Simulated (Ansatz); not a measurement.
**Run report: Ni, band-structure calculation**

The run: band-structure calculation of Ni (Pm-3m, 1 atom in the cell). Method and program: DFT, r2SCAN, PAW with Ansatz's default frozen-core files, scalar-relativistic, spin-polarised (Ansatz 0.2.0).

It belongs to a series of runs on one base structure; here: functional r2scan, PAW files. Figures and captions count atoms from 1; the log counts them from 0 in places.

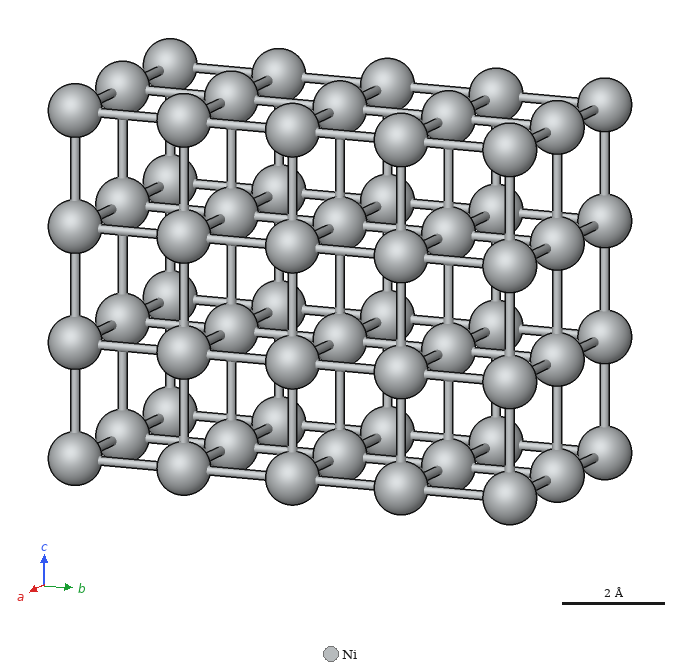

The structure (ball-and-stick view of the cell of the calculation, repeated 2 × 4 × 3, seen slightly off an axis).

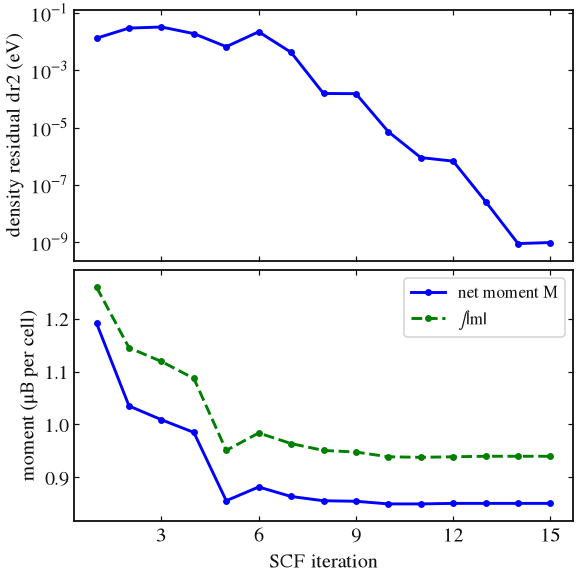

Convergence of the self-consistent field: density residual dr2 and magnetic moment against the SCF iteration. The residual falls unevenly and jumps up by a factor of two or more 2 times on the way down. The net moment goes from 1.2 to 0.9 μB per cell.

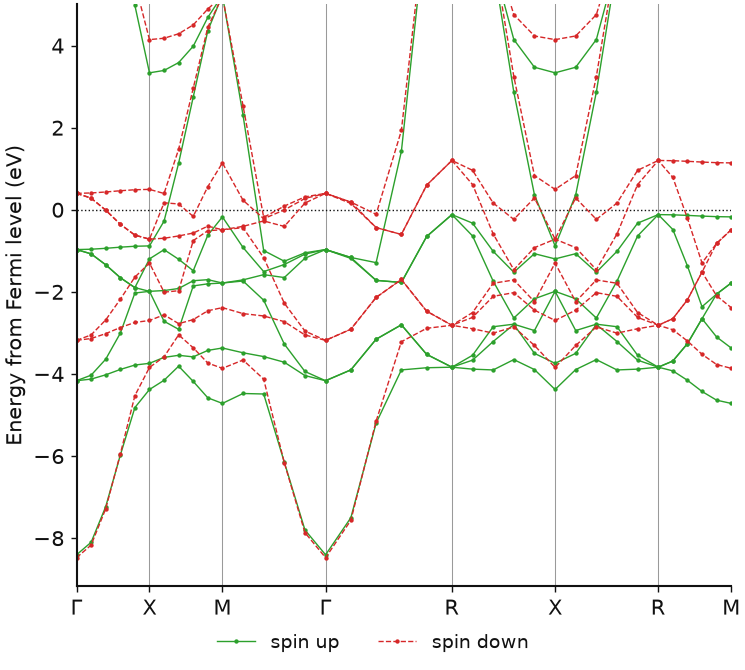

Band structure along Γ–X–M–Γ–R–X–R–M, with energies from the Fermi level. Bands cross the Fermi level: a metal at this level of theory.

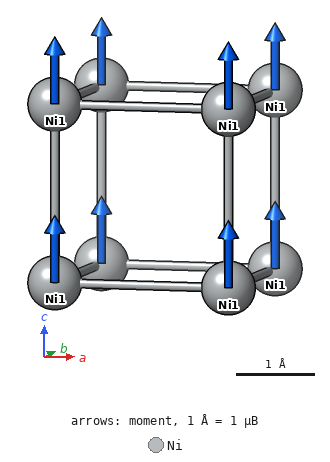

Magnetic moments of the sites as blue arrows (ball-and-stick view of the cell of the calculation, seen slightly off an axis; atoms are numbered from 1 in the order of the input); small moments hardly show. The run is collinear, so the axis drawn is arbitrary. Site moments: Ni1 (0.89 μB). They are counted near the atoms and needn't add up to the moment of the cell.

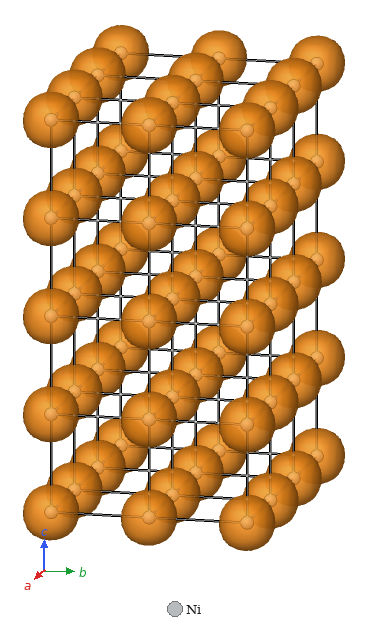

Isosurface of the magnetisation density (up minus down) at +0.15 e/Å³ (orange), seen slightly off an axis. Sticks mark near contacts. The outline is the cell set on symmetry axes. The cell of the calculation (1 atoms) carries 0.9 μB net. In a PAW calculation such maps are meaningful between the atoms, not at the nuclei.

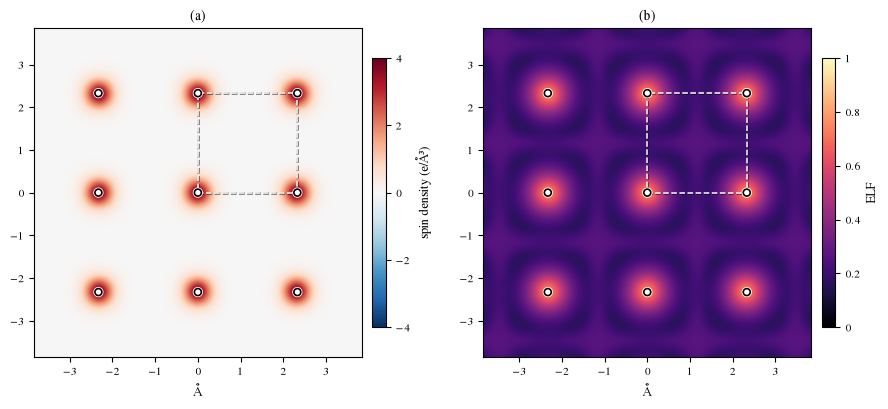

(a) spin density (up minus down); (b) electron localisation function on the (100) plane of the conventional cell. Circles mark the nuclei in the plane (Ni). The plane passes through Ni nuclei. Ni–Ni (2.33 Å): the ELF is about 0.20 at the midpoint; no shared electron pair. The strong features right at Ni lie inside the PAW spheres (semicore, d or f shells) and say nothing about bonding. The cell of the calculation (1 atoms) carries 0.9 μB net.

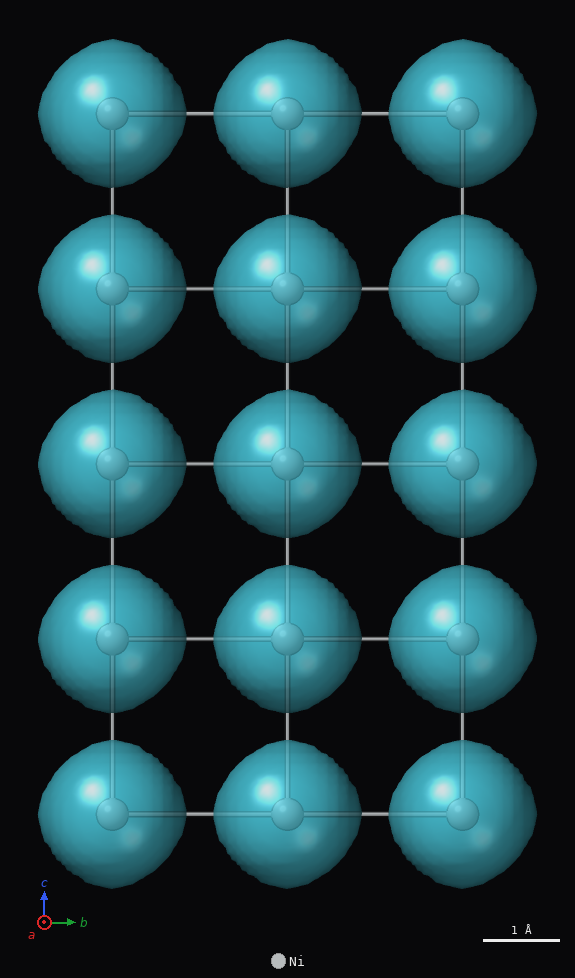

Isosurface of the valence electron density at 0.5 e/Å³ (cyan), seen along the a axis. Sticks mark near contacts. The outline is the cell set on symmetry axes. At this value the density breaks into separate islands; it holds about 90 % of the electrons treated as valence (semicore included). It is pinched off along the Ni–Ni (2.33 Å) contacts. On the grid the lowest density along these lines, outside the cores, is 0.37 e/Å³ (Ni–Ni, 2.33 Å).

The input and output of the run follow.

The input:
```yaml
crystal:
  lattice:
    - [2.3292659376, 0.0, 0.0]
    - [0.0, 2.3292659376, 0.0]
    - [0.0, 0.0, 2.3292659376]
  atoms:
    - { symbol: Ni, position: [0.0, 0.0, 0.0], spin: 1.5 }
magnetization:
  spin_polarized: true
kpoints:
  mp_grid: { grid: [16, 16, 16] }
  band_path:
    path:
      - [0.0, 0.0, 0.0]
      - [0.0, 0.5, 0.0]
      - [0.5, 0.5, 0.0]
      - [0.0, 0.0, 0.0]
      - [0.5, 0.5, 0.5]
      - [0.0, 0.5, 0.0]
      - [0.5, 0.5, 0.5]
      - [0.5, 0.5, 0.0]
    npoints: 5
scf:
  occupations: { method: fermi_dirac, width: 0.05 }
hamiltonian:
  xc: r2scan
  pseudopotentials: { kind: paw }
output:
  forces: true
  stress: true
  eigenvalues: true
  efg: { contact_densities: true }
  write_density: true
  write_potential: true
  elf: true
  volumetric_format: npy
```

Launch command:
```bash
ansatz run input.yaml --threads 1 --pin off --max-ram 3072MiB --backend cpu --events-out ev --progress --plain --runs-dir out
```

Log:
```
Engine: ansatz 0.2.0, x86_64-unknown-linux-gnu
Pseudopotentials: kind: paw
Pseudopotential: Ni, paw, valence charge 18, recommended cutoff 500 eV (meta_gga), Ni.paw.azcp
Functional definition: r2SCAN
  parameter k0 = 0.174
  parameter k1 = 0.065
  parameter a1 = 4.9479
  exchange = r2scan_x(k0 = k0, k1 = k1, a1 = a1)
  correlation = r2scan_c
Crystal: 1 atoms, lattice volume = 12.637 Å³
Basis set: ecut = 500 eV, 341 PW (Γ), exchange–correlation on 72×72×72 points (64 copies of the dense FFT grid, shifted against one another)
Bands: 14, of which v1, the nominal top of the filled ones, is band 9 counted from 1 (8 counted from 0)
Symmetry: 48 space group operations
Space group: Pm-3m (ITA 221), of the structure as read, at distance tolerance 2.3e-5 Å
Magnetic group: BNS 221.92 (UNI 1594), of the structure as read, at distance tolerance 2.3e-5 Å
k-points: 165 of 4096
Non-local potential: Ni, projectors of the file, l = 0: 3, l = 1: 2, l = 2: 3, l = 3: 1
PAW form: soft (Blöchl's): semilocal exchange-correlation on the pseudo side does not see the compensation charge
PAW frozen core: Ni, regenerated for the run's functional (the file was generated under x = pbe(κ = 0.804, μ = 0.2195149727645171), c = pbe(β = 0.06672455060314922))
PAW one-centre angular grid: Ni, 590 points (default); XC on 160 Gauss nodes
Initial density: superposition of atomic densities (chi_scale 0.1, normalization cell)
Starting moments: Σ|m| = 1.5 μB on 1 of 1 site
Initial wavefunctions: pseudopotential atomic-orbital guess
Functional: x = r2scan, c = r2scan; τ floored in thin density (d = 2e-4 eV/Å³)
iter 1 solved again at ethr=3.68e-4 eV; its pass at ethr=3.10e-3 eV (dr2=6.63e-2 eV) is discarded
SCF iter   1: F=—  HF=-5843.417423 eV  |F-HF|=—  |Δ(HF+E_count)|=         —  Δρ=1.97e-2 (↑1.97e-2 ↓1.68e-2)  dr2=1.31e-2  dr2_τ=4.55e-3  dr2_m=3.27e-2  M=1.191 μB ∫|m|=1.259 μB  β_m=1.00  ethr=3.68e-4  ⟨swp⟩=4.2  Hψ=35959  notcnv=0
Mixer restart at iter 1: flushing history
eigensolver tolerance schedule: the retry pair's looser diagonalisation over-reported the residual by 4.05 of it (diagonalisation noise at 1.21 of the residual, at the tolerance the schedule requests for it); recorded, not acted on — ethr = c·dr2/N_el stays at c = 1.0e-1
preconditioner: auto → none  [metal: Δε(μ)=0.007 eV  Ē_g=16.048 eV  σ=0.050 eV  W_gap=0.03  n_scr=6 (ndim 8)  ℏωp=33.0 eV  f_vac=0.000  D(μ)=2.27/eV (n_scr^D=32)  sad-step TF]
SCF iter   2: F=—  HF=-5843.635348 eV  |F-HF|=—  |Δ(HF+E_count)|=         —  Δρ=2.68e-2 (↑9.65e-3 ↓2.68e-2)  dr2=2.95e-2  dr2_τ=5.25e-4  dr2_m=3.39e-2  M=1.035 μB ∫|m|=1.145 μB  β_m=1.00  ethr=7.29e-5  ⟨swp⟩=4.5  Hψ=13877  notcnv=0  defer=22
Mixer restart at iter 2: flushing history
SCF iter   3: F=—  HF=-5843.934308 eV  |F-HF|=—  |Δ(HF+E_count)|=   2.99e-1  Δρ=1.40e-2 (↑6.79e-3 ↓1.40e-2)  dr2=3.22e-2  dr2_τ=1.39e-4  dr2_m=1.80e-3  M=1.009 μB ∫|m|=1.119 μB  β_m=1.00  ethr=7.29e-5  ⟨swp⟩=2.9  Hψ=11663  notcnv=0  defer=130  κ⁻¹=1.0e0(r=1)
SCF iter   4: F=—  HF=-5844.186592 eV  |F-HF|=—  |Δ(HF+E_count)|=   2.52e-1  Δρ=1.10e-2 (↑3.95e-3 ↓1.10e-2)  dr2=1.89e-2  dr2_τ=1.07e-4  dr2_m=1.65e-3  M=0.985 μB ∫|m|=1.087 μB  β_m=1.00  ethr=7.29e-5  ⟨swp⟩=3.0  Hψ=8936  notcnv=0  defer=130  κ⁻¹=9.5e-2(r=2)
SCF iter   5: F=—  HF=-5844.500456 eV  |F-HF|=—  |Δ(HF+E_count)|=   3.14e-1  Δρ=1.05e-2 (↑5.42e-3 ↓1.05e-2)  dr2=6.62e-3  dr2_τ=4.73e-5  dr2_m=6.25e-3  M=0.856 μB ∫|m|=0.951 μB  β_m=1.00  ethr=7.29e-5  ⟨swp⟩=3.1  Hψ=10755  notcnv=0  defer=130  κ⁻¹=8.1e-3(r=3)
SCF iter   6: F=—  HF=-5844.472674 eV  |F-HF|=—  |Δ(HF+E_count)|=   2.78e-2  Δρ=1.98e-2 (↑7.07e-3 ↓1.98e-2)  dr2=2.19e-2  dr2_τ=1.14e-4  dr2_m=1.94e-2  M=0.882 μB ∫|m|=0.984 μB  β_m=1.00  ethr=3.68e-5  ⟨swp⟩=2.7  Hψ=10460  notcnv=0  defer=148  κ⁻¹=2.6e-3(r=4)
SCF iter   7: F=—  HF=-5844.484894 eV  |F-HF|=—  |Δ(HF+E_count)|=   1.22e-2  Δρ=6.74e-3 (↑1.28e-3 ↓6.74e-3)  dr2=4.19e-3  dr2_τ=7.77e-6  dr2_m=1.23e-3  M=0.864 μB ∫|m|=0.964 μB  β_m=1.00  ethr=3.68e-5  ⟨swp⟩=2.5  Hψ=7921  notcnv=0  defer=152  κ⁻¹=4.9e-4(r=5)
SCF iter   8: F=—  HF=-5844.501152 eV  |F-HF|=—  |Δ(HF+E_count)|=   1.63e-2  Δρ=1.59e-3 (↑5.22e-4 ↓1.59e-3)  dr2=1.54e-4  dr2_τ=9.28e-7  dr2_m=7.85e-5  M=0.856 μB ∫|m|=0.951 μB  β_m=1.00  ethr=2.33e-5  ⟨swp⟩=2.1  Hψ=8853  notcnv=0  defer=152  κ⁻¹=2.5e-4(r=6)
SCF iter   9: F=—  HF=-5844.502688 eV  |F-HF|=—  |Δ(HF+E_count)|=   1.54e-3  Δρ=1.57e-3 (↑3.56e-4 ↓1.57e-3)  dr2=1.52e-4  dr2_τ=6.26e-7  dr2_m=7.94e-5  M=0.855 μB ∫|m|=0.948 μB  β_m=1.00  ethr=8.54e-7  ⟨swp⟩=2.0  Hψ=6539  notcnv=0  defer=152  κ⁻¹=2.2e-5(r=7)
SCF iter  10: F=—  HF=-5844.504491 eV  |F-HF|=—  |Δ(HF+E_count)|=   1.80e-3  Δρ=3.34e-4 (↑1.11e-4 ↓3.34e-4)  dr2=7.14e-6  dr2_τ=6.23e-8  dr2_m=4.48e-6  M=0.850 μB ∫|m|=0.939 μB  β_m=1.00  ethr=8.46e-7  ⟨swp⟩=2.0  Hψ=8770  notcnv=0  defer=152  κ⁻¹=4.6e-6(r=8)
SCF iter  11: F=—  HF=-5844.504484 eV  |F-HF|=—  |Δ(HF+E_count)|=   6.98e-6  Δρ=7.73e-5 (↑3.11e-5 ↓7.73e-5)  dr2=8.94e-7  dr2_τ=5.86e-9  dr2_m=6.78e-8  M=0.850 μB ∫|m|=0.938 μB  β_m=1.00  ethr=3.96e-8  ⟨swp⟩=1.8  Hψ=5972  notcnv=0  defer=152  κ⁻¹=2.3e-6(r=8)
SCF iter  12: F=—  HF=-5844.504512 eV  |F-HF|=—  |Δ(HF+E_count)|=   2.82e-5  Δρ=9.53e-5 (↑1.11e-5 ↓9.53e-5)  dr2=6.71e-7  dr2_τ=2.27e-9  dr2_m=2.88e-7  M=0.851 μB ∫|m|=0.939 μB  β_m=1.00  ethr=4.97e-9  ⟨swp⟩=2.0  Hψ=6362  notcnv=0  defer=152  κ⁻¹=8.5e-8(r=8)
SCF iter  13: F=—  HF=-5844.504554 eV  |F-HF|=—  |Δ(HF+E_count)|=   4.18e-5  Δρ=2.19e-5 (↑5.14e-6 ↓2.19e-5)  dr2=2.62e-8  dr2_τ=9.47e-11  dr2_m=1.96e-8  M=0.851 μB ∫|m|=0.940 μB  β_m=1.00  ethr=3.73e-9  ⟨swp⟩=2.5  Hψ=8444  notcnv=0  defer=152  κ⁻¹=4.0e-8(r=8)
SCF iter  14: F=—  HF=-5844.504555 eV  |F-HF|=—  |Δ(HF+E_count)|=   9.11e-7  Δρ=4.00e-6 (↑9.05e-7 ↓4.00e-6)  dr2=8.94e-10  dr2_τ=7.18e-12  dr2_m=5.28e-10  M=0.851 μB ∫|m|=0.940 μB  β_m=1.00  ethr=1.46e-10  ⟨swp⟩=2.6  Hψ=8310  notcnv=0  defer=152  κ⁻¹=2.2e-9(r=8)
SCF iter  15: F=-5844.504555 eV  HF=-5844.504555 eV  |F-HF|=2.25e-9  |Δ(HF+E_count)|=   1.31e-8  Δρ=2.02e-6 (↑1.24e-6 ↓2.02e-6)  dr2=9.69e-10  dr2_τ=2.21e-12  dr2_m=1.91e-11  M=0.851 μB ∫|m|=0.940 μB  ethr=4.96e-12  ⟨swp⟩=7.4  Hψ=26564  notcnv=0
SCF 1 converged in 15 iterations: F = -5844.504555 eV  dr2 = 9.69e-10
  greatest PAW one-centre occupation: 1.002 electrons in one spin orbital (limit 2), on the Ni atom at site 0 (counted from 0), in its partial waves of l = 1
this state was not tested for a lower state beside it, because the mixer in use, unlike msr1, does not test its closes by its own steps (another_mixer; see scf.mixing.algorithm and scf.lower_state_search)
NSCF: frozen V_eff on 36 k-points
SCF converged after 15 iterations
Magnetization: 0.8510 μB (9.4255 up, 8.5745 down)
Absolute magnetization: 0.9408 μB (∫|ρ↑−ρ↓|, with the PAW one-centre terms)
Spin contamination: 0.0117 ħ² per cell (⟨S²⟩ above its minimum at these occupations)
Per-site moments (μB) at R_I (Å): [(0.8933293288242745, 0.9608221992599999)]
Free energy (F): -5844.504555 eV
Harris-Foulkes:  -5844.504555 eV  (|F-HF|=2.25e-9)
Internal energy: -5844.490162 eV  (E = F + TS)
E sigma→0 (E₀):  -5844.497358 eV
Entropy (-TS):   -0.014393 eV (-14.393 meV/atom)
Fermi energy:    14.957852 eV
--- Per-component energies (eV) ---
  E_band       = -361.683539
  E_kinetic    = 281.947823
  E_local      = -3793.044266  (includes V_loc(G=0)·N_el)
  E_nonlocal   = 644.307859
  E_hartree    = 1589.085007
  E_xc         = -77.454192
  E_vxc        = -114.944691  (∫ρ·V_xc dr)
  E_paw        = -1647.500162  (= ΣΔE_a)
  E_vpaw       = -566.660118  (= ΣTr[D̂ρ^β])
  E_aug_tail   = 0.000229  (compensation charges beyond the density's cutoff)
  E_vtau       = 8.542092  (kinetic-family band-sum trace: ∫τ·v_τ [+ j·A + Jᵃ·Aᵃ] dr)
  E_ewald      = -2841.532390
  E_core_change = -0.300069  (= ΣΔE_core)
  E_smearing   = -0.014393  (= −TS)
  E_closure    = 0.000000  (closes the sum)
  Σ components = -5844.504555   (vs F -5844.504555, Δ=0.00e0)
--- Forces (eV/Å), atoms counted from 1 ---
  atom   1  Ni     0.00000000     0.00000000    -0.00000000
  max |Σ_I F_I| component: 2.70e-33 eV/Å
--- Stress (GPa, compression-positive) ---
       -4.602993       0.000000       0.000000
        0.000000      -4.602993       0.000000
        0.000000       0.000000      -4.602993
  P = ⅓ Tr σ = -4.6030 GPa (-46.030 kbar)
--- PAW observables at the nuclei: V_zz in 10²¹ V/m², potentials from the cell's mean, atoms counted from 1 ---
  atom   1  Ni V_zz =    +0.000000   η = 0.0000   by run symmetry: forbidden
            electrostatic potential = -3573.187736 V   contact ρ = 130285.105601 e/Å³   contact ρ_s (e/Å³): all electrons -0.864591, valence +1.641324
--- Band table (eV; the first three rows and the last of 330) ---
  k-point 0 ↑: bands = ["-92.5705", "-51.3542", "-51.3542", "-51.3542", "6.5506", "10.7919", "10.7919", "13.9871", "13.9871", "13.9871", "34.9665", "34.9665", "34.9665", "38.4869"]
  k-point 1 ↑: bands = ["-92.5695", "-51.3632", "-51.3534", "-51.3534", "6.6703", "10.8076", "10.8451", "13.9451", "13.9451", "13.9904", "33.2804", "35.1263", "35.1263", "38.5212"]
  k-point 2 ↑: bands = ["-92.5665", "-51.3890", "-51.3513", "-51.3513", "7.0229", "10.8523", "11.0013", "13.8272", "13.8272", "14.0001", "30.5558", "35.5934", "35.5934", "38.6237"]
  k-point 164 ↓: bands = ["-91.0727", "-50.1484", "-50.1484", "-50.1484", "12.1427", "12.1427", "12.1427", "16.1579", "16.1579", "27.0991", "27.0991", "27.0991", "29.3027", "32.5060"]
```

File rho_z.tsv:
```
# z_ang	rho[e/angstrom^3]	rho_spin[e/angstrom^3]
# format = ansatz-planar-average/11
# lattice	2.329265938	0.000000000	0.000000000
# lattice	0.000000000	2.329265938	0.000000000
# lattice	0.000000000	0.000000000	2.329265938
# sites	1
# site	28	0.000000000	0.000000000	0.000000000
0.000000	4.513631e0	2.495608e-1
0.129404	3.970696e0	2.177549e-1
0.258807	2.760708e0	1.463746e-1
0.388211	1.615579e0	7.899240e-2
0.517615	8.771995e-1	3.625468e-2
0.647018	4.917558e-1	1.367027e-2
0.776422	3.118324e-1	2.074751e-3
0.905826	2.348889e-1	-3.738113e-3
1.035229	2.029986e-1	-6.460158e-3
1.164633	1.932677e-1	-7.310287e-3
1.294037	2.029986e-1	-6.460158e-3
1.423440	2.348889e-1	-3.738113e-3
1.552844	3.118324e-1	2.074751e-3
1.682248	4.917558e-1	1.367027e-2
1.811651	8.771995e-1	3.625468e-2
1.941055	1.615579e0	7.899240e-2
2.070459	2.760708e0	1.463746e-1
2.199862	3.970696e0	2.177549e-1
```

File v_z.tsv:
```
# z_ang	v_es[eV]	v_tot_up[eV]	v_tot_dn[eV]
# format = ansatz-planar-average/11
# xc	r2scan
# density_cutoff_ev	2000
# datasets	Ni=:simpson_from_first_knot:soft:shift=0
# lattice	2.329265938	0.000000000	0.000000000
# lattice	0.000000000	2.329265938	0.000000000
# lattice	0.000000000	0.000000000	2.329265938
# sites	1
# site	28	0.000000000	0.000000000	0.000000000
0.000000	-5.256695e0	-2.060837e1	-2.068844e1
0.129404	-4.473076e0	-1.969693e1	-1.971177e1
0.258807	-2.213224e0	-1.694526e1	-1.696899e1
0.388211	1.243205e0	-1.262589e1	-1.254414e1
0.517615	5.420567e0	-7.270032e0	-7.228964e0
0.647018	9.632759e0	-1.936901e0	-1.903726e0
0.776422	1.313514e1	2.510342e0	2.439936e0
0.905826	1.537233e1	5.367799e0	5.219577e0
1.035229	1.639744e1	6.823294e0	6.509221e0
1.164633	1.668909e1	7.428538e0	6.710469e0
1.294037	1.639744e1	6.823294e0	6.509221e0
1.423440	1.537233e1	5.367799e0	5.219577e0
1.552844	1.313514e1	2.510342e0	2.439936e0
1.682248	9.632759e0	-1.936901e0	-1.903726e0
1.811651	5.420567e0	-7.270032e0	-7.228964e0
1.941055	1.243205e0	-1.262589e1	-1.254414e1
2.070459	-2.213224e0	-1.694526e1	-1.696899e1
2.199862	-4.473076e0	-1.969693e1	-1.971177e1
```

Results in brief:

```csv
quantity,value
outcome,converged
space group (tolerance 0.01 Å),Pm-3m (221)
electrons treated,18
free energy,−5844.5046 eV
Fermi energy,14.958 eV
net moment of the cell,0.85 μB
integrated absolute moment,0.94 μB
pressure,−4.60 GPa
field gradient V_zz (10²¹ V/m²),zero at all sites
electronic character,metal
largest force (length of the vector),under 0.001 eV/Å
hardware,"1 thread of an x86-64 CPU, shared host"
wall time,14 s
peak memory,0.53 GiB
```

The program warns: the state was not tested for a lower one.
